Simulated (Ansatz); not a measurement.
**Ti: geometry relaxation (part 2 of 2)**

Continued. System: Ti (2 atoms in the cell). Method: DFT, LDA, PAW with Ansatz's default frozen-core files, scalar-relativistic, no spin polarisation (Ansatz 0.2.0); cutoff 420 eV, 18×18×10 k-mesh, Fermi–Dirac smearing of 0.1 eV. The structure was built on a prototype by a generator; it need not be a known phase. Its volume is 0.60 times that of the source entry. It belongs to a series of runs on one base structure; here: hcp relaxed under pressure, PAW files.

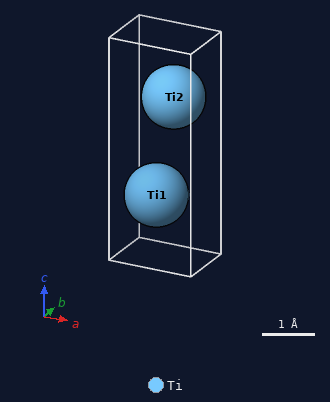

The geometry at step 5 of the log (ball-and-stick view of the cell of the calculation, seen slightly off an axis; atoms are numbered from 1 in the order of the input).

The program's output, continued
```
SCF iter   1: F=—  HF=-4896.476617 eV  |F-HF|=—  |Δ(HF+E_count)|=         —  Δρ=5.31e-4  dr2=5.07e-5  ethr=1.88e-7  ⟨swp⟩=2.1  Hψ=21203  notcnv=0
preconditioner: auto → none  [metal: Δε(μ)=0.007 eV  Ē_g=25.151 eV  σ=0.100 eV  W_gap=0.02  n_scr=2 (ndim 8)  ℏωp=38.1 eV  f_vac=0.000  D(μ)=0.80/eV (n_scr^D=2)]
SCF iter   2: F=—  HF=-4896.476596 eV  |F-HF|=—  |Δ(HF+E_count)|=   2.06e-5  Δρ=1.51e-4  dr2=3.66e-6  ethr=1.88e-7  ⟨swp⟩=2.5  Hψ=6043  notcnv=0
iter 3 did not close the SCF: its close was put off for the readings that it lacked (scf_convergence_deferred on its scf_iter line)
SCF iter   3: F=-4896.476595 eV  HF=-4896.476595 eV  |F-HF|=9.44e-9  |Δ(HF+E_count)|=   1.46e-6  Δρ=2.60e-5  dr2=3.75e-8  ethr=1.52e-8  ⟨swp⟩=2.4  Hψ=5918  notcnv=0
iter 4 did not close the SCF: its close was put off for the readings that it lacked (scf_convergence_deferred on its scf_iter line)
SCF iter   4: F=-4896.476595 eV  HF=-4896.476595 eV  |F-HF|=7.28e-11  |Δ(HF+E_count)|=   6.59e-9  Δρ=3.45e-6  dr2=6.08e-10  ethr=1.56e-10  ⟨swp⟩=2.1  Hψ=5607  notcnv=0
iter 5 did not close the SCF: its close was put off for the readings that it lacked (scf_convergence_deferred on its scf_iter line)
SCF iter   5: F=-4896.476595 eV  HF=-4896.476595 eV  |F-HF|=1.36e-11  |Δ(HF+E_count)|=  1.58e-10  Δρ=6.56e-7  dr2=1.85e-11  ethr=2.53e-12  ⟨swp⟩=2.9  Hψ=7391  notcnv=0
SCF iter   6: F=-4896.476595 eV  HF=-4896.476595 eV  |F-HF|=0.00e0  |Δ(HF+E_count)|=  1.27e-11  Δρ=1.98e-8  dr2=2.79e-14  ethr=1.00e-12  ⟨swp⟩=1.0  Hψ=9768  notcnv=0
SCF 9 converged in 6 iterations: F = -4896.476595 eV  dr2 = 2.79e-14
relax step   9: F+E_penalty+E_count = -4896.47659500 eV  Δ(F+E_penalty+E_count) = -1.276e-2 eV  max|allowed force component| = 3.932e-17 eV/Å  Δτ_max = 0.0000 Å  P = +140.064 GPa  Ω = 18.955 Å³  energy of the carried Pulay correction = -5.038e-6 eV  (6 SCF iters, dr2 threshold 2.00e-7 eV, accepted)
Crystal: 2 atoms, lattice volume = 18.957 Å³
iter 1 solved again at ethr=1.18e-9 eV; its pass at ethr=3.10e-3 eV (dr2=2.83e-7 eV) is discarded
SCF iter   1: F=—  HF=-4896.478735 eV  |F-HF|=—  |Δ(HF+E_count)|=         —  Δρ=4.32e-5  dr2=3.29e-7  ethr=1.18e-9  ⟨swp⟩=2.0  Hψ=20272  notcnv=0
preconditioner: auto → none  [metal: Δε(μ)=0.002 eV  Ē_g=25.151 eV  σ=0.100 eV  W_gap=0.00  n_scr=2 (ndim 8)  ℏωp=38.1 eV  f_vac=0.000  D(μ)=0.80/eV (n_scr^D=2)]
iter 2 did not close the SCF: its close was put off for the readings that it lacked (scf_convergence_deferred on its scf_iter line)
SCF iter   2: F=-4896.478735 eV  HF=-4896.478735 eV  |F-HF|=1.30e-8  |Δ(HF+E_count)|=   1.31e-7  Δρ=1.26e-5  dr2=2.43e-8  ethr=1.18e-9  ⟨swp⟩=2.5  Hψ=6005  notcnv=0
iter 3 did not close the SCF: its close was put off for the readings that it lacked (scf_convergence_deferred on its scf_iter line)
SCF iter   3: F=-4896.478735 eV  HF=-4896.478735 eV  |F-HF|=3.64e-11  |Δ(HF+E_count)|=   8.76e-9  Δρ=2.14e-6  dr2=2.33e-10  ethr=1.01e-10  ⟨swp⟩=2.3  Hψ=5731  notcnv=0
iter 4 did not close the SCF: its close was put off for the readings that it lacked (scf_convergence_deferred on its scf_iter line)
SCF iter   4: F=-4896.478735 eV  HF=-4896.478735 eV  |F-HF|=2.73e-12  |Δ(HF+E_count)|=  5.91e-11  Δρ=2.88e-7  dr2=5.88e-12  ethr=1.00e-12  ⟨swp⟩=2.2  Hψ=5690  notcnv=0
iter 5 did not close the SCF: its close was put off for the readings that it lacked (scf_convergence_deferred on its scf_iter line)
SCF iter   5: F=-4896.478735 eV  HF=-4896.478735 eV  |F-HF|=9.09e-13  |Δ(HF+E_count)|=  2.73e-12  Δρ=3.84e-8  dr2=7.93e-14  ethr=1.00e-12  ⟨swp⟩=1.0  Hψ=4440  notcnv=0
SCF iter   6: F=-4896.478735 eV  HF=-4896.478735 eV  |F-HF|=1.82e-12  |Δ(HF+E_count)|=  9.09e-13  Δρ=2.23e-9  dr2=3.08e-16  ethr=1.00e-12  ⟨swp⟩=1.0  Hψ=9768  notcnv=0
SCF 10 converged in 6 iterations: F = -4896.478735 eV  dr2 = 3.08e-16
relax step  10: F+E_penalty+E_count = -4896.47873517 eV  Δ(F+E_penalty+E_count) = -2.140e-3 eV  max|allowed force component| = 6.476e-17 eV/Å  Δτ_max = 0.0000 Å  P = +139.993 GPa  Ω = 18.957 Å³  energy of the carried Pulay correction = -6.403e-6 eV  (6 SCF iters, dr2 threshold 4.19e-8 eV, accepted)
iter 1 solved again at ethr=3.05e-10 eV; its pass at ethr=3.10e-3 eV (dr2=7.32e-8 eV) is discarded
SCF iter   1: F=—  HF=-4896.478740 eV  |F-HF|=—  |Δ(HF+E_count)|=         —  Δρ=4.66e-6  dr2=5.58e-10  ethr=3.05e-10  ⟨swp⟩=2.9  Hψ=30147  notcnv=0
SCF iter   2: F=—  HF=-4896.478740 eV  |F-HF|=—  |Δ(HF+E_count)|=  2.66e-10  Δρ=2.24e-6  dr2=1.17e-10  ethr=2.33e-12  ⟨swp⟩=1.3  Hψ=4562  notcnv=0
iter 3 did not close the SCF: its close was put off for the readings that it lacked (scf_convergence_deferred on its scf_iter line)
SCF iter   3: F=-4896.478740 eV  HF=-4896.478740 eV  |F-HF|=9.09e-13  |Δ(HF+E_count)|=  1.11e-10  Δρ=1.02e-7  dr2=3.48e-13  ethr=1.00e-12  ⟨swp⟩=1.0  Hψ=4440  notcnv=0
iter 4 did not close the SCF: its close was put off for the readings that it lacked (scf_convergence_deferred on its scf_iter line)
SCF iter   4: F=-4896.478740 eV  HF=-4896.478740 eV  |F-HF|=2.73e-12  |Δ(HF+E_count)|=  9.09e-13  Δρ=9.20e-9  dr2=5.50e-15  ethr=1.00e-12  ⟨swp⟩=1.0  Hψ=4440  notcnv=0
iter 5 did not close the SCF: its close was put off for the readings that it lacked (scf_convergence_deferred on its scf_iter line)
SCF iter   5: F=-4896.478740 eV  HF=-4896.478740 eV  |F-HF|=0.00e0  |Δ(HF+E_count)|=  1.82e-12  Δρ=2.10e-9  dr2=5.98e-16  ethr=1.00e-12  ⟨swp⟩=1.0  Hψ=4440  notcnv=0
iter 6 did not close the SCF: its close was put off for the readings that it lacked (scf_convergence_deferred on its scf_iter line)
SCF iter   6: F=-4896.478740 eV  HF=-4896.478740 eV  |F-HF|=1.82e-12  |Δ(HF+E_count)|=  1.82e-12  Δρ=1.79e-10  dr2=2.22e-18  ethr=1.00e-12  ⟨swp⟩=1.0  Hψ=4440  notcnv=0
SCF iter   7: F=-4896.478740 eV  HF=-4896.478740 eV  |F-HF|=0.00e0  |Δ(HF+E_count)|=    0.00e0  Δρ=6.14e-11  dr2=4.06e-19  ethr=1.00e-12  ⟨swp⟩=1.0  Hψ=9768  notcnv=0
SCF 11 converged in 7 iterations: F = -4896.478740 eV  dr2 = 4.06e-19
relax step  11: F+E_penalty+E_count = -4896.47873985 eV  Δ(F+E_penalty+E_count) = -4.681e-6 eV  max|allowed force component| = 6.939e-17 eV/Å  Δτ_max = 0.0000 Å  P = +139.994 GPa  Ω = 18.957 Å³  stress off target by 6.57e-3 GPa  SCF on the basis re-selected at this cell (its energy is not comparable with the rows above)  (7 SCF iters)
```

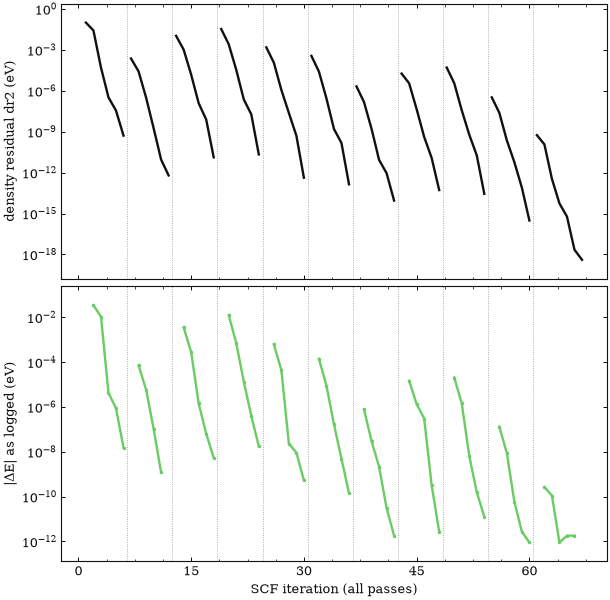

Convergence of the self-consistent field: density residual dr2 and size of the energy change against the SCF iteration. The dotted lines part the SCF passes of the relaxation: geometry steps, rejected trials and re-solves on a re-selected basis. The 11 passes take 6 to 7 iterations each, 67 in all.

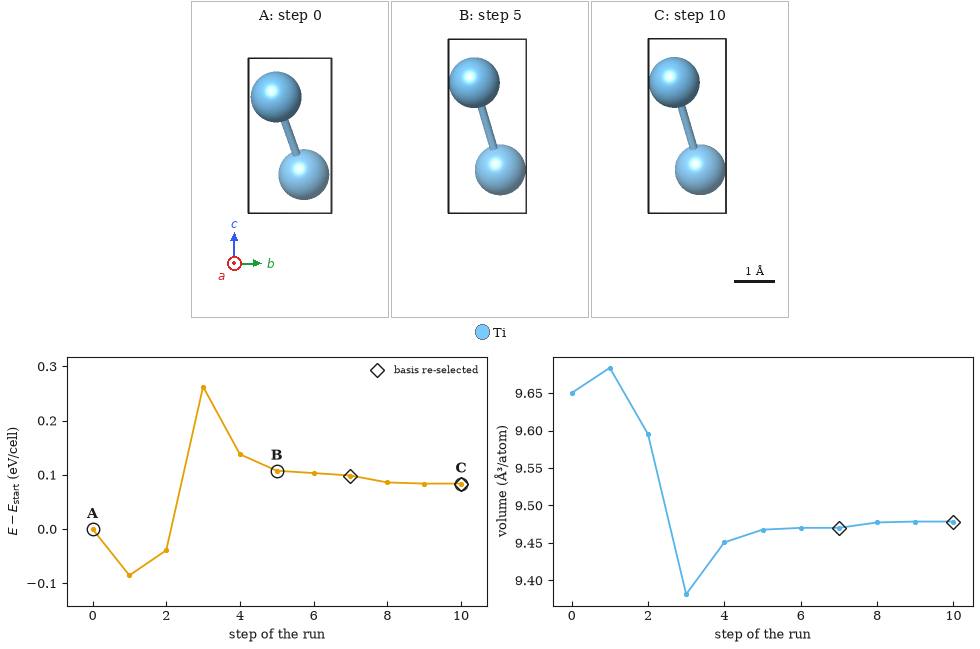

Frames of the relaxation (ball-and-stick view of the cell of the calculation, along the a axis) above the curves, on which the letters mark them (the first geometry is step 0 here and step 1 in the log).

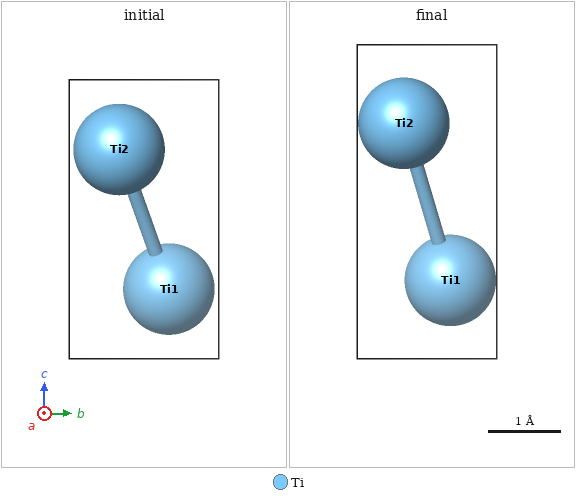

Before (left) and after (right) the relaxation, at one scale (ball-and-stick view of the cell of the calculation, along the a axis). After 8 geometry steps the energy has risen by 83.8 meV per cell of the calculation. All forces vanish by symmetry, so only the cell relaxes. The pressure goes from 142.38 to 139.99 GPa. 1 further SCF at an unchanged geometry re-selected the plane-wave basis for the new cell. The atoms keep their places relative to the cell (all moves are under 0.005 Å). Cell: a = b 2.396 → 2.239 Å (−6.6 %), c 3.882 → 4.367 Å (+12.5 %). Volume −1.8 %. Distances before and after: Ti1–Ti1 2.396 → 2.239 Å, Ti1–Ti2 2.383 → 2.538 Å. The space group stays P6_3/mmc (No. 194). The energy change given includes the shifts at the re-selections in mid-walk, which come without any move. A last SCF at the same geometry on a re-selected plane-wave basis shifts the energy by next to nothing (0.0 meV per cell of the calculation). (Atoms are counted from 1 in the order of the input.)

```
basis re-selected at this cell: Δ(F+E_penalty+E_count) = -4.681e-6 eV, ΔP = +0.001 GPa vs the last step (what re-selecting the basis moved, of the pressure what is left beyond the Pulay correction that the steps carried, after the strain that the cell walked since its last selection, with what the two solves' SCF thresholds leave and, on support functions, any second-order correction that the steps lacked; it is no measure of the basis error at this ecutwfc). This SCF's stress stands 6.57e-3 GPa from its target on what of the cell is left free (relax.cell.stress_tol is 7.00e-2 GPa) and its largest allowed force component is 6.94e-17 eV/Å (relax.f_tol is 5.00e-3 eV/Å): within both
SCF converged after 7 iterations
Free energy (F): -4896.478740 eV
Harris-Foulkes:  -4896.478740 eV  (|F-HF|=0.00e0)
Internal energy: -4896.451065 eV  (E = F + TS)
E sigma→0 (E₀):  -4896.464902 eV
Entropy (-TS):   -0.027675 eV (-13.838 meV/atom)
Fermi energy:    25.205601 eV
--- Per-component energies (eV) ---
  E_band       = -13.769123
  E_kinetic    = 590.240354
  E_local      = -967.881848  (includes V_loc(G=0)·N_el)
  E_nonlocal   = 35.757718
  E_hartree    = 474.716242
  E_xc         = -205.283620
  E_vxc        = -259.038075  (∫ρ·V_xc dr)
  E_paw        = -2009.930617  (= ΣΔE_a)
  E_vpaw       = -362.279993  (= ΣTr[D̂ρ^β])
  E_aug_tail   = 0.000238  (compensation charges beyond the density's cutoff)
  E_ewald      = -2814.721432
  E_core_change = 0.651901  (= ΣΔE_core)
  E_smearing   = -0.027675  (= −TS)
  E_closure    = 0.000000  (closes the sum)
  Σ components = -4896.478740   (vs F -4896.478740, Δ=0.00e0)
--- Forces (eV/Å), atoms counted from 1 ---
  atom   1  Ti    -0.00000000    -0.00000000     0.00000000
  atom   2  Ti     0.00000000     0.00000000     0.00000000
  max |Σ_I F_I| component: 2.31e-17 eV/Å
--- Stress (GPa, compression-positive) ---
      139.994994      -0.000000       0.000000
       -0.000000     139.994994       0.000000
        0.000000       0.000000     139.993434
  P = ⅓ Tr σ = 139.9945 GPa (1399.945 kbar)
--- Band table (eV; the first three rows and the last of 222) ---
  k-point 0: bands = ["-30.9476", "-30.3171", "-8.4295", "-5.5971", "-4.5821", "-4.5821", "-4.4132", "-4.4132", "19.5222", "22.1001", "24.1538", "26.5778", "26.5778", "27.0658", "27.0658", "27.3550", "30.1387", "30.1387", "31.7994", "31.7994"]
  k-point 1: bands = ["-30.9331", "-30.3335", "-8.3660", "-5.6741", "-4.5780", "-4.5780", "-4.4174", "-4.4174", "19.6633", "22.1252", "24.1186", "26.5764", "26.5764", "27.0417", "27.0417", "27.1118", "30.1969", "30.1969", "31.7778", "31.7778"]
  k-point 2: bands = ["-30.8906", "-30.3808", "-8.1806", "-5.8947", "-4.5661", "-4.5661", "-4.4295", "-4.4295", "20.0708", "22.1930", "24.0235", "26.4573", "26.5773", "26.5773", "26.9757", "26.9757", "30.3603", "30.3603", "31.7085", "31.7085"]
  k-point 221: bands = ["-29.1225", "-29.1225", "-7.9094", "-7.9094", "-7.7049", "-7.7049", "-5.7682", "-5.7682", "23.0290", "23.0290", "23.5999", "23.5999", "26.4502", "26.4502", "27.7351", "27.7351", "31.5801", "31.5801", "39.6316", "39.6316"]
--- Relaxed structure (9 steps of the walk, 9 accepted, 2 SCFs on fresh bases) ---
  F+E_penalty+E_count = -4896.47873985 eV   max|allowed force component| = 6.939e-17 eV/Å   (the final SCF, on the basis selected at the relaxed cell)
  cell:  # Å, volume = 18.9572 Å³
    - [2.238798503219573, 0.0, 0.0]
    - [-1.1193992516097866, 1.9388563777427277, 0.0]
    - [0.0, 0.0, 4.3673016839311725]
  atoms:
    - { symbol: Ti, position: [0.3333333333333333, 0.6666666666666666, 0.24999999999999997] }
    - { symbol: Ti, position: [0.6666666666666666, 0.3333333333333333, 0.7499999999999999] }
```

Trajectory as extended XYZ (Å, eV, eV/Å), 11 frames, from step=1 to step=11
```
2
Lattice="2.3961 0.0000 0.0000 -1.1981 2.0751 0.0000 0.0000 0.0000 3.8817" Properties=species:S:1:pos:R:3:forces:R:3 step=1 energy=-4896.56257 pressure_GPa=142.38
Ti    0.0000    1.3834    0.9704    0.0000   0.0000   0.0000
Ti    1.1981    0.6917    2.9113    0.0000   0.0000   0.0000
2
Lattice="2.3846 0.0000 0.0000 -1.1923 2.0652 0.0000 0.0000 0.0000 3.9327" Properties=species:S:1:pos:R:3:forces:R:3 step=2 energy=-4896.64803 pressure_GPa=139.69
Ti    0.0000    1.3768    0.9832    0.0000   0.0000   0.0000
Ti    1.1923    0.6884    2.9495    0.0000   0.0000   0.0000
2
Lattice="2.3183 0.0000 0.0000 -1.1591 2.0077 0.0000 0.0000 0.0000 4.1230" Properties=species:S:1:pos:R:3:forces:R:3 step=3 energy=-4896.60168 pressure_GPa=138.77
Ti    0.0000    1.3385    1.0308    0.0000   0.0000   0.0000
Ti    1.1591    0.6692    3.0923    0.0000   0.0000   0.0000
2
Lattice="2.2411 0.0000 0.0000 -1.1205 1.9408 0.0000 0.0000 0.0000 4.3137" Properties=species:S:1:pos:R:3:forces:R:3 step=4 energy=-4896.30002 pressure_GPa=145.13
Ti    0.0000    1.2939    1.0784    0.0000   0.0000   0.0000
Ti    1.1205    0.6469    3.2353    0.0000   0.0000   0.0000
2
Lattice="2.2336 0.0000 0.0000 -1.1168 1.9344 0.0000 0.0000 0.0000 4.3748" Properties=species:S:1:pos:R:3:forces:R:3 step=5 energy=-4896.42465 pressure_GPa=140.74
Ti    0.0000    1.2896    1.0937    0.0000   0.0000   0.0000
Ti    1.1168    0.6448    3.2811    0.0000   0.0000   0.0000
2
Lattice="2.2400 0.0000 0.0000 -1.1200 1.9399 0.0000 0.0000 0.0000 4.3576" Properties=species:S:1:pos:R:3:forces:R:3 step=6 energy=-4896.45503 pressure_GPa=140.11
Ti    0.0000    1.2933    1.0894    0.0000   0.0000   0.0000
Ti    1.1200    0.6466    3.2682    0.0000   0.0000   0.0000
2
Lattice="2.2406 0.0000 0.0000 -1.1203 1.9404 0.0000 0.0000 0.0000 4.3565" Properties=species:S:1:pos:R:3:forces:R:3 step=7 energy=-4896.45931 pressure_GPa=140.00
Ti    0.0000    1.2936    1.0891    0.0000   0.0000   0.0000
Ti    1.1203    0.6468    3.2674    0.0000   0.0000   0.0000
2
Lattice="2.2406 0.0000 0.0000 -1.1203 1.9404 0.0000 0.0000 0.0000 4.3565" Properties=species:S:1:pos:R:3:forces:R:3 step=8 energy=-4896.46383 pressure_GPa=140.52
Ti    0.0000    1.2936    1.0891    0.0000   0.0000   0.0000
Ti    1.1203    0.6468    3.2674    0.0000   0.0000   0.0000
2
Lattice="2.2389 0.0000 0.0000 -1.1194 1.9389 0.0000 0.0000 0.0000 4.3663" Properties=species:S:1:pos:R:3:forces:R:3 step=9 energy=-4896.47660 pressure_GPa=140.06
Ti    0.0000    1.2926    1.0916    0.0000   0.0000   0.0000
Ti    1.1194    0.6463    3.2748    0.0000   0.0000   0.0000
2
Lattice="2.2388 0.0000 0.0000 -1.1194 1.9389 0.0000 0.0000 0.0000 4.3673" Properties=species:S:1:pos:R:3:forces:R:3 step=10 energy=-4896.47873 pressure_GPa=139.99
Ti    0.0000    1.2926    1.0918    0.0000   0.0000   0.0000
Ti    1.1194    0.6463    3.2755    0.0000   0.0000   0.0000
2
Lattice="2.2388 0.0000 0.0000 -1.1194 1.9389 0.0000 0.0000 0.0000 4.3673" Properties=species:S:1:pos:R:3:forces:R:3 step=11 energy=-4896.47874 pressure_GPa=139.99
Ti    0.0000    1.2926    1.0918    0.0000   0.0000   0.0000
Ti    1.1194    0.6463    3.2755    0.0000   0.0000   0.0000
```

The run was set up as follows.

The input
```yaml
crystal:
  lattice:
    - [2.3961049776, 0.0, 0.0]
    - [-1.1980524888, 2.0750877808, 0.0]
    - [0.0, 0.0, 3.8816900638]
  atoms:
    - { symbol: Ti, position: [0.3333333333, 0.6666666667, 0.25] }
    - { symbol: Ti, position: [0.6666666667, 0.3333333333, 0.75] }
kpoints:
  mp_grid: { grid: [18, 18, 10] }
scf:
  occupations: { method: fermi_dirac, width: 0.1 }
hamiltonian:
  xc: lda
  pseudopotentials: { kind: paw }
output:
  forces: true
  stress: true
  eigenvalues: true
relax:
  f_tol: 0.005
  max_steps: 40
  cell: { p_target: 140.0, stress_tol: 0.07 }
```

Command:
```bash
ansatz run input.yaml --threads 1 --pin off --max-ram 3584MiB --backend cpu --events-out ev --progress --plain --runs-dir out
```

Summary

- outcome: converged
- space group (tolerance 0.01 Å): P6₃/mmc (194)
- electrons treated: 24
- free energy: −4896.4787 eV
- Fermi energy: 25.206 eV
- pressure: 139.99 GPa
- final volume: 18.96 Å³
- largest force (length of the vector) at the end: under 0.001 eV/Å
- final cell: a = 2.239 Å, b = 2.239 Å, c = 4.367 Å, α = 90.00°, β = 90.00°, γ = 120.00°
- hardware: 1 thread of Arm Neoverse V1, 24 GiB of memory available, shared host
- wall time: 55 s
- peak memory: 0.36 GiB

Notes

The cell was relaxed to the target pressure of the input; what is minimised is then the enthalpy E + pV.
